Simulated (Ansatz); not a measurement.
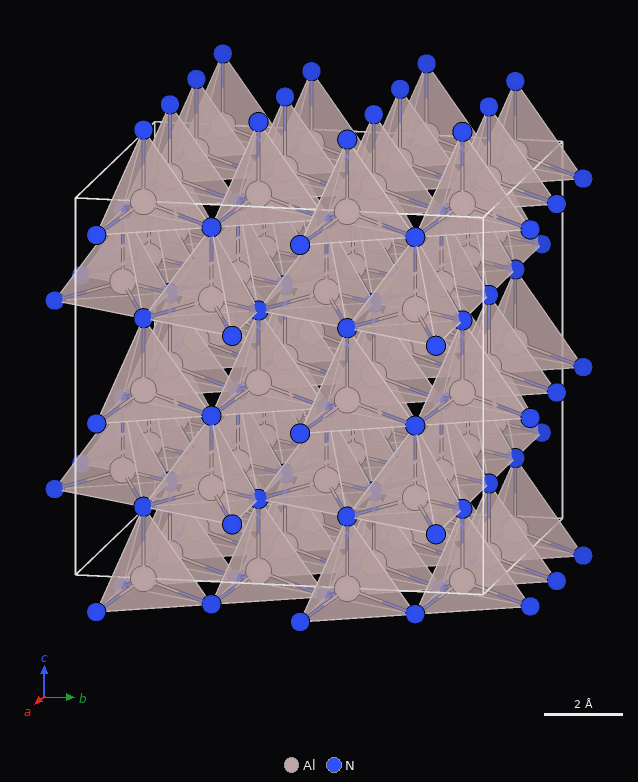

Fig. 1: The input geometry (polyhedral view of the cell of the calculation, seen slightly off an axis; polyhedra are completed across the faces of the cell).

# Single-point calculation of Al48N48 (part 1 of 2)

The run: single-point calculation of Al48N48 (P6₃mc, 96 atoms in the cell). Method and program: DFT, r2SCAN, PAW, plane waves (Ansatz 0.2.0).

The structure was built on a prototype by a generator.

## Input file
```yaml
crystal:
  lattice:
    - [9.341448, 0.000000, 0.000000]
    - [0.000000, 10.786575, 0.000000]
    - [0.000000, 0.000000, 9.967057]
  atoms:
    - { symbol: Al, position: [0.166667, 0.083333, 0.248500] }
    - { symbol: Al, position: [0.166667, 0.083333, 0.748500] }
    - { symbol: Al, position: [0.000000, 0.333333, 0.248500] }
    - { symbol: Al, position: [0.000000, 0.333333, 0.748500] }
    - { symbol: Al, position: [0.500000, 0.083333, 0.248500] }
    - { symbol: Al, position: [0.500000, 0.083333, 0.748500] }
    - { symbol: Al, position: [0.333333, 0.333333, 0.248500] }
    - { symbol: Al, position: [0.333333, 0.333333, 0.748500] }
    - { symbol: Al, position: [0.166667, 0.583333, 0.248500] }
    - { symbol: Al, position: [0.166667, 0.583333, 0.748500] }
    - { symbol: Al, position: [0.000000, 0.833333, 0.248500] }
    - { symbol: Al, position: [0.000000, 0.833333, 0.748500] }
    - { symbol: Al, position: [0.833333, 0.083333, 0.248500] }
    - { symbol: Al, position: [0.833333, 0.083333, 0.748500] }
    - { symbol: Al, position: [0.666667, 0.333333, 0.248500] }
    - { symbol: Al, position: [0.666667, 0.333333, 0.748500] }
    - { symbol: Al, position: [0.500000, 0.583333, 0.248500] }
    - { symbol: Al, position: [0.500000, 0.583333, 0.748500] }
    - { symbol: Al, position: [0.333333, 0.833333, 0.248500] }
    - { symbol: Al, position: [0.333333, 0.833333, 0.748500] }
    - { symbol: Al, position: [0.833333, 0.583333, 0.248500] }
    - { symbol: Al, position: [0.833333, 0.583333, 0.748500] }
    - { symbol: Al, position: [0.666667, 0.833333, 0.248500] }
    - { symbol: Al, position: [0.666667, 0.833333, 0.748500] }
    - { symbol: Al, position: [0.000000, 0.166667, 0.498500] }
    - { symbol: Al, position: [0.000000, 0.166667, 0.998500] }
    - { symbol: Al, position: [0.333333, 0.166667, 0.498500] }
    - { symbol: Al, position: [0.333333, 0.166667, 0.998500] }
    - { symbol: Al, position: [0.166667, 0.416667, 0.498500] }
    - { symbol: Al, position: [0.166667, 0.416667, 0.998500] }
    - { symbol: Al, position: [0.000000, 0.666667, 0.498500] }
    - { symbol: Al, position: [0.000000, 0.666667, 0.998500] }
    - { symbol: Al, position: [0.666667, 0.166667, 0.498500] }
    - { symbol: Al, position: [0.666667, 0.166667, 0.998500] }
    - { symbol: Al, position: [0.500000, 0.416667, 0.498500] }
    - { symbol: Al, position: [0.500000, 0.416667, 0.998500] }
    - { symbol: Al, position: [0.333333, 0.666667, 0.498500] }
    - { symbol: Al, position: [0.333333, 0.666667, 0.998500] }
    - { symbol: Al, position: [0.166667, 0.916667, 0.498500] }
    - { symbol: Al, position: [0.166667, 0.916667, 0.998500] }
    - { symbol: Al, position: [0.833333, 0.416667, 0.498500] }
    - { symbol: Al, position: [0.833333, 0.416667, 0.998500] }
    - { symbol: Al, position: [0.666667, 0.666667, 0.498500] }
    - { symbol: Al, position: [0.666667, 0.666667, 0.998500] }
    - { symbol: Al, position: [0.500000, 0.916667, 0.498500] }
    - { symbol: Al, position: [0.500000, 0.916667, 0.998500] }
    - { symbol: Al, position: [0.833333, 0.916667, 0.498500] }
    - { symbol: Al, position: [0.833333, 0.916667, 0.998500] }
    - { symbol: N, position: [0.000000, 0.166667, 0.189500] }
    - { symbol: N, position: [0.000000, 0.166667, 0.689500] }
    - { symbol: N, position: [0.333333, 0.166667, 0.189500] }
    - { symbol: N, position: [0.333333, 0.166667, 0.689500] }
    - { symbol: N, position: [0.166667, 0.416667, 0.189500] }
    - { symbol: N, position: [0.166667, 0.416667, 0.689500] }
    - { symbol: N, position: [0.000000, 0.666667, 0.189500] }
    - { symbol: N, position: [0.000000, 0.666667, 0.689500] }
    - { symbol: N, position: [0.666667, 0.166667, 0.189500] }
    - { symbol: N, position: [0.666667, 0.166667, 0.689500] }
    - { symbol: N, position: [0.500000, 0.416667, 0.189500] }
    - { symbol: N, position: [0.500000, 0.416667, 0.689500] }
    - { symbol: N, position: [0.333333, 0.666667, 0.189500] }
    - { symbol: N, position: [0.333333, 0.666667, 0.689500] }
    - { symbol: N, position: [0.166667, 0.916667, 0.189500] }
    - { symbol: N, position: [0.166667, 0.916667, 0.689500] }
    - { symbol: N, position: [0.833333, 0.416667, 0.189500] }
    - { symbol: N, position: [0.833333, 0.416667, 0.689500] }
    - { symbol: N, position: [0.666667, 0.666667, 0.189500] }
    - { symbol: N, position: [0.666667, 0.666667, 0.689500] }
    - { symbol: N, position: [0.500000, 0.916667, 0.189500] }
    - { symbol: N, position: [0.500000, 0.916667, 0.689500] }
    - { symbol: N, position: [0.833333, 0.916667, 0.189500] }
    - { symbol: N, position: [0.833333, 0.916667, 0.689500] }
    - { symbol: N, position: [0.166667, 0.083333, 0.439500] }
    - { symbol: N, position: [0.166667, 0.083333, 0.939500] }
    - { symbol: N, position: [0.000000, 0.333333, 0.439500] }
    - { symbol: N, position: [0.000000, 0.333333, 0.939500] }
    - { symbol: N, position: [0.500000, 0.083333, 0.439500] }
    - { symbol: N, position: [0.500000, 0.083333, 0.939500] }
    - { symbol: N, position: [0.333333, 0.333333, 0.439500] }
    - { symbol: N, position: [0.333333, 0.333333, 0.939500] }
    - { symbol: N, position: [0.166667, 0.583333, 0.439500] }
    - { symbol: N, position: [0.166667, 0.583333, 0.939500] }
    - { symbol: N, position: [0.000000, 0.833333, 0.439500] }
    - { symbol: N, position: [0.000000, 0.833333, 0.939500] }
    - { symbol: N, position: [0.833333, 0.083333, 0.439500] }
    - { symbol: N, position: [0.833333, 0.083333, 0.939500] }
    - { symbol: N, position: [0.666667, 0.333333, 0.439500] }
    - { symbol: N, position: [0.666667, 0.333333, 0.939500] }
    - { symbol: N, position: [0.500000, 0.583333, 0.439500] }
    - { symbol: N, position: [0.500000, 0.583333, 0.939500] }
    - { symbol: N, position: [0.333333, 0.833333, 0.439500] }
    - { symbol: N, position: [0.333333, 0.833333, 0.939500] }
    - { symbol: N, position: [0.833333, 0.583333, 0.439500] }
    - { symbol: N, position: [0.833333, 0.583333, 0.939500] }
    - { symbol: N, position: [0.666667, 0.833333, 0.439500] }
    - { symbol: N, position: [0.666667, 0.833333, 0.939500] }
  symmetry: { detect: false }
kpoints:
  mp_grid: { grid: [1, 1, 1], shift: [0.25, 0.25, 0.25] }
hamiltonian:
  xc: r2scan
scf:
  occupations: { method: fermi_dirac, width: 0.01 }
output:
  forces: true
  eigenvalues: true
  populations: true
  eigenstates: { kpoints: [[0.25, 0.25, 0.25]], e_range: [-6.0, 6.0], localisation: true }
```

Hardware: 7 CPU threads, shared host.

## Output
```
Pseudopotentials: kind: paw
Functional definition: r2SCAN
  parameter k0 = 0.174
  parameter k1 = 0.065
  parameter a1 = 4.9479
  exchange = r2scan_x(k0 = k0, k1 = k1, a1 = a1)
  correlation = r2scan_c
Crystal: 96 atoms, lattice volume = 1004.303 Å³
Basis set: ecut = 500 eV, 25509 PW (Γ), exchange–correlation on 288×320×300 points (64 copies of the dense FFT grid, shifted against one another)
Bands: 288, of which v1, the nominal top of the filled ones, is band 192 counted from 1 (191 counted from 0)
Symmetry: 1 space group operations
k-points: 1
Non-local potential: Al, projectors of the file, l = 0: 2, l = 1: 2, l = 2: 1
Non-local potential: N, projectors of the file, l = 0: 2, l = 1: 2, l = 2: 1
PAW form: soft (Blöchl's): semilocal exchange-correlation on the pseudo side does not see the compensation charge
PAW frozen core: Al, regenerated for the run's functional (the file was generated under x = pbe(κ = 0.804, μ = 0.2195149727645171), c = pbe(β = 0.06672455060314922))
PAW frozen core: N, regenerated for the run's functional (the file was generated under x = pbe(κ = 0.804, μ = 0.2195149727645171), c = pbe(β = 0.06672455060314922))
PAW one-centre angular grid: Al, 302 points (default); XC on 160 Gauss nodes
PAW one-centre angular grid: N, 302 points (default); XC on 160 Gauss nodes
Initial density: superposition of atomic densities (neutral atoms: chi_scale 0, normalization atom), corrected by the library's trained network
Initial wavefunctions: pseudopotential atomic-orbital guess
Functional: x = r2scan, c = r2scan; τ floored in thin density (d = 2e-4 eV/Å³)
SCF iter   1: F=—  HF=-44563.900940 eV  |F-HF|=—  |Δ(HF+E_count)|=         —  Δρ=6.63e-3  dr2=4.35e-1  dr2_τ=7.43e0  ethr=1.77e-3  ⟨swp⟩=6.0  Hψ=1316  notcnv=0  defer=40
preconditioner: auto → Resta (q_TF=auto, 2.324 Å⁻¹)  ε∞=3.6  [insulator: Δε(μ)=5.708 eV  Ē_g=14.191 eV  σ=0.010 eV  W_gap=1.00  n_scr=218 (ndim 8)  ℏωp=23.0 eV  f_vac=0.000  D(μ)=0.00/eV (n_scr^D=0)  ε∞_Penn≈3.6]
SCF iter   2: F=—  HF=-44567.305698 eV  |F-HF|=—  |Δ(HF+E_count)|=    3.40e0  Δρ=4.96e-3  dr2=1.87e-1  dr2_τ=4.49e-3  ethr=1.13e-4  ⟨swp⟩=3.0  Hψ=542  notcnv=0  defer=87
SCF iter   3: F=—  HF=-44567.276765 eV  |F-HF|=—  |Δ(HF+E_count)|=   2.89e-2  Δρ=1.32e-3  dr2=1.64e-2  dr2_τ=8.35e-4  ethr=4.86e-5  ⟨swp⟩=2.0  Hψ=401  notcnv=0  defer=87
SCF iter   4: F=—  HF=-44567.275813 eV  |F-HF|=—  |Δ(HF+E_count)|=   9.52e-4  Δρ=3.06e-4  dr2=1.16e-3  dr2_τ=1.20e-4  ethr=4.28e-6  ⟨swp⟩=2.0  Hψ=401  notcnv=0  defer=87
SCF iter   5: F=—  HF=-44567.275643 eV  |F-HF|=—  |Δ(HF+E_count)|=   1.70e-4  Δρ=8.43e-5  dr2=6.63e-5  dr2_τ=3.06e-6  ethr=3.01e-7  ⟨swp⟩=3.0  Hψ=483  notcnv=0  defer=87
SCF iter   6: F=—  HF=-44567.275455 eV  |F-HF|=—  |Δ(HF+E_count)|=   1.88e-4  Δρ=1.92e-5  dr2=3.72e-6  dr2_τ=1.57e-7  ethr=1.73e-8  ⟨swp⟩=2.0  Hψ=392  notcnv=0  defer=87
SCF iter   7: F=—  HF=-44567.275455 eV  |F-HF|=—  |Δ(HF+E_count)|=   4.53e-8  Δρ=4.57e-6  dr2=2.21e-7  dr2_τ=2.37e-8  ethr=9.70e-10  ⟨swp⟩=3.0  Hψ=393  notcnv=0  defer=87
SCF iter   8: F=-44567.275455 eV  HF=-44567.275455 eV  |F-HF|=1.14e-9  |Δ(HF+E_count)|=   7.86e-9  Δρ=5.59e-7  dr2=2.90e-9  dr2_τ=1.53e-10  ethr=2.60e-11  ⟨swp⟩=15.0  Hψ=1836  notcnv=0
SCF 1 converged in 8 iterations: F = -44567.275455 eV  dr2 = 2.90e-9
  greatest PAW one-centre occupation: 0.794 electrons in one spin orbital (limit 2), on the N atom at site 63 (counted from 0), in its partial waves of l = 0
NSCF: frozen V_eff on 1 k-points
SCF converged after 8 iterations
Free energy (F): -44567.275455 eV
Harris-Foulkes:  -44567.275455 eV  (|F-HF|=1.14e-9)
Internal energy: -44567.275455 eV  (E = F + TS)
E sigma→0 (E₀):  -44567.275455 eV
Fermi energy:    9.568433 eV
--- Per-component energies (eV) ---
  E_band       = 537.386876
  E_kinetic    = 7700.526893
  E_local      = -10793.014267  (includes V_loc(G=0)·N_el)
  E_nonlocal   = 2601.797083
  E_hartree    = 3783.513333
  E_xc         = -4744.108984
  E_vxc        = -5718.928085  (∫ρ·V_xc dr)
  E_paw        = -28916.489201  (= ΣΔE_a)
  E_vpaw       = -1127.231225  (= ΣTr[D̂ρ^β])
  E_aug_tail   = 0.000930  (compensation charges beyond the density's cutoff)
  E_vtau       = 307.204942  (kinetic-family band-sum trace: ∫τ·v_τ [+ j·A + Jᵃ·Aᵃ] dr)
  E_ewald      = -14195.196954
  E_core_change = -4.304286  (= ΣΔE_core)
  E_smearing   = -0.000000  (= −TS)
  E_closure    = -0.000000  (closes the sum)
  Σ components = -44567.275455   (vs F -44567.275455, Δ=0.00e0)
```
